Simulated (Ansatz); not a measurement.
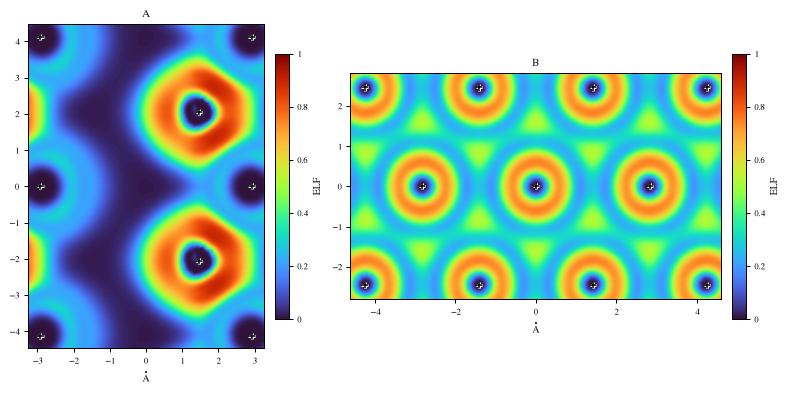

The ELF of 2 systems, each on a plane through atoms (crosses mark nuclei in the plane).

All numbers below come from DFT LDA, scalar-relativistic, plane waves, PAW (Ansatz 0.2.0).

System 1: InP, the (110) plane of the conventional cell. Space group F-43m.

System 2: Ta, the (001) plane of the conventional cell. Space group Fmmm; a structure from a database of computed crystals, not necessarily the ambient phase; changed on purpose from its base cell (atom 2 moved 0.06 A; relaxed back).

```yaml
crystal:
  lattice:
    - [2.83852, 0.00000, 0.00000]
    - [0.00000, 4.91646, 0.00000]
    - [0.00000, 0.00000, 5.06588]
  atoms:
    - { symbol: Ta, position: [0.50000, 0.99999, 0.00000] }
    - { symbol: Ta, position: [0.00000, 0.49999, 0.00000] }
    - { symbol: Ta, position: [0.00000, 0.00001, 0.50000] }
    - { symbol: Ta, position: [0.50000, 0.50001, 0.50000] }
```

Question: Match each panel to its system.

Answer: Panel A is system 1, InP: the plane holds In and P. In–P (2.52 Å): the ELF peaks at about 0.90 in the valence shell of P, 0.9 Å from its nucleus, and is about 0.55 at the midpoint. Panel B is system 2, Ta: the plane holds Ta. Ta–Ta (2.84 Å): the ELF is about 0.30 at the midpoint.
